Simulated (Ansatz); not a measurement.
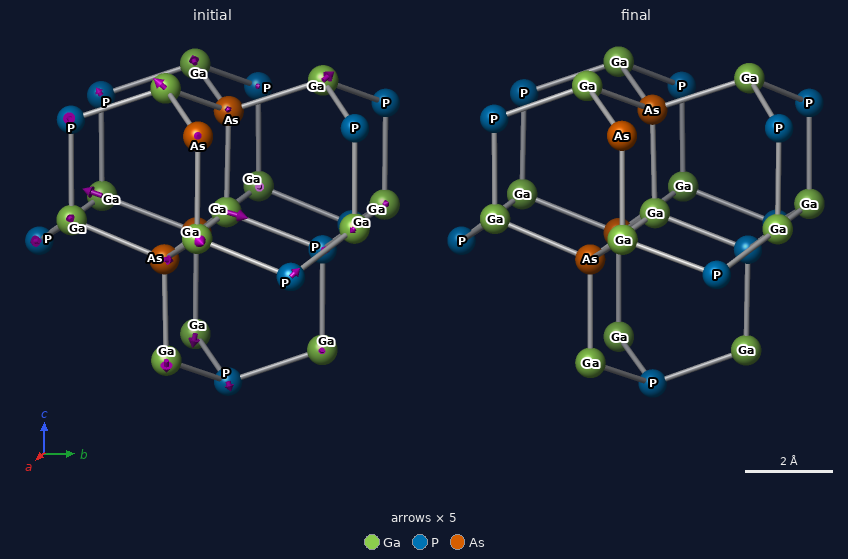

The structure of solid Ga$_{48}$P$_{39}$As$_{9}$ (a generated structure, set up in P1) before (left) and after (right) a relaxation, at one scale. The purple arrows give the displacements, 5 times their true length.

A ball-and-stick model of the atoms within 5.0 Å of the atom that moves most (axes of the cell of the calculation), seen slightly off an axis.

The calculation used DFT, PBEsol, PAW, plane waves (Ansatz 0.2.0). (plane-wave cutoff 420 eV; k-point mesh 1 × 1 × 1; mesh shifted by (0.25, 0.25, 0.25); no spin polarisation; cell relaxed at fixed alpha, beta, gamma; force threshold 0.03 eV/Å; at most 80 steps)

### Describe what moved and what it gained.

The energy falls by 13.2 meV per atom in 4 geometry steps. Largest force component: 1.1 eV/Å at the start, 0.01 eV/Å at the end. Pressure: 0.13 GPa at the start and 0.00 GPa at the end. The atom that moves furthest relative to the cell is a Ga atom (0.11 Å roughly along [1 3 −1]). Largest moves by element: Ga 0.11 Å, P 0.09 Å, As 0.07 Å. The drawn cell changes as follows: a 11.589 → 11.568 Å (−0.2 %), b unchanged at 13.382 Å, c 12.728 → 12.739 Å (+0.1 %); the volume changes by −0.1 %. Among the contacts that change: As–Ga 2.302 → 2.415 Å, As–Ga 2.333 → 2.418 Å, Ga–P 2.417 → 2.338 Å, Ga–P 2.438 → 2.361 Å. Bond angles that change, for instance: As–Ga–As 110.1° → 106.4°, P–Ga–As 108.1° → 111.4°, As–Ga–As 111.6° → 108.5°. The space group stays P1 (No. 1). The run took 14 s on 1 × NVIDIA GB300 Max-Q with 8 threads of Arm Neoverse-V2, peak memory 2.5 GiB.
